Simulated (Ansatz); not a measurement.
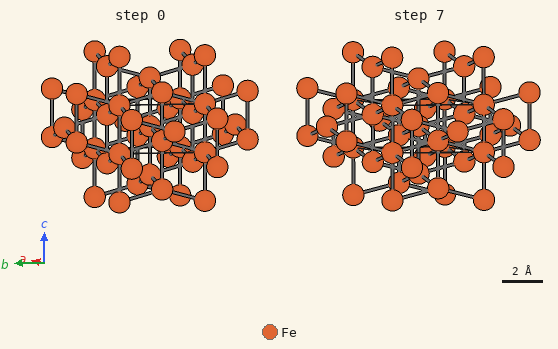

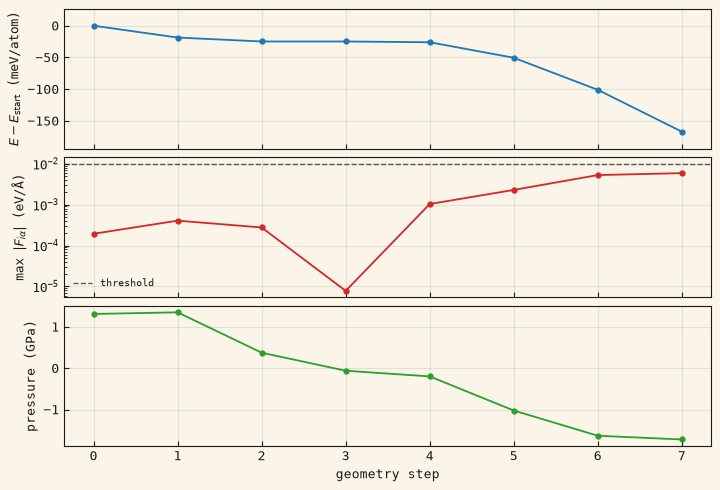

First and last geometry of a relaxation of crystalline Fe (a generated structure, set up in I4_1/amd), with the history of the run. A ball-and-stick model of the conventional cell (2 times the calculation's cell), seen from a free direction. Lengths and directions refer to the drawn axes.

Phase: beta-Sn type.

All numbers below come from DFT, r2SCAN, plane waves (500 eV) with PAW, scalar-relativistic in Ansatz.

Input file:
```yaml
crystal:
  lattice:
    - [-2.245591907, 2.245591907, 1.2260931812]
    - [2.245591907, -2.245591907, 1.2260931812]
    - [2.245591907, 2.245591907, -1.2260931812]
  atoms:
    - { symbol: Fe, position: [0.0, 0.0, 0.0], spin: 2.5 }
    - { symbol: Fe, position: [0.75, 0.25, 0.5], spin: -2.5 }
hamiltonian:
  xc: r2scan
  pseudopotentials:
    kind: paw
    azcp:
      Fe: "pseudopotentials/Fe.paw.azcp"
basis:
  ecutwfc: 500
  fft_grid_basis: typed
kpoints:
  mp_grid: { grid: [14, 14, 10], shift: [0, 0, 0] }
magnetization:
  spin_polarized: true
scf:
  occupations: { method: fermi_dirac, width: 0.05 }
relax:
  max_steps: 60
  f_tol: 0.01
  cell: {}
```

Command:
```bash
ansatz run input.yaml --threads 1 --pin off --max-ram 3584MiB --backend cpu --events-out ev --progress --plain --runs-dir out
```

Question: Read the history and describe the run.

Answer: The run was cut off at its time limit before the relaxation converged, so the last structure is only a point on the way. The atoms keep their places relative to the cell (all moves are under 0.005 Å). Cell: a = b 4.491 → 4.658 Å (+3.7 %), c 2.452 → 2.406 Å (−1.9 %), α 90.0° → 89.8°, β 90.0° → 89.8°, γ 90.0° → 72.1°. Volume +0.4 %. Near-neighbour distances that change, for instance: Fe1–Fe2 2.328 → 2.406 Å, Fe1–Fe1 2.452 → 2.406 Å. Among the angles between lasting bonds that change: Fe2–Fe1–Fe2 94.0° → 76.9°, Fe2–Fe1–Fe2 94.0° → 110.7°, Fe2–Fe1–Fe2 94.0° → 110.4°. The space group (tolerance 0.01 Å) goes from I4_1/amd (No. 141) to C2/c (No. 15). After 7 geometry steps the energy has fallen by 167 meV per atom. Largest force component: 0.00019 eV/Å at the start, 0.0059 eV/Å at the end. The pressure goes from 1.31 to −1.72 GPa. The run took 30 min on 1 thread of Intel(R) Xeon(R) Platinum 8259CL CPU @ 2.50GHz (Skylake/Cascade Lake), on a shared host, peak memory 1.2 GiB.
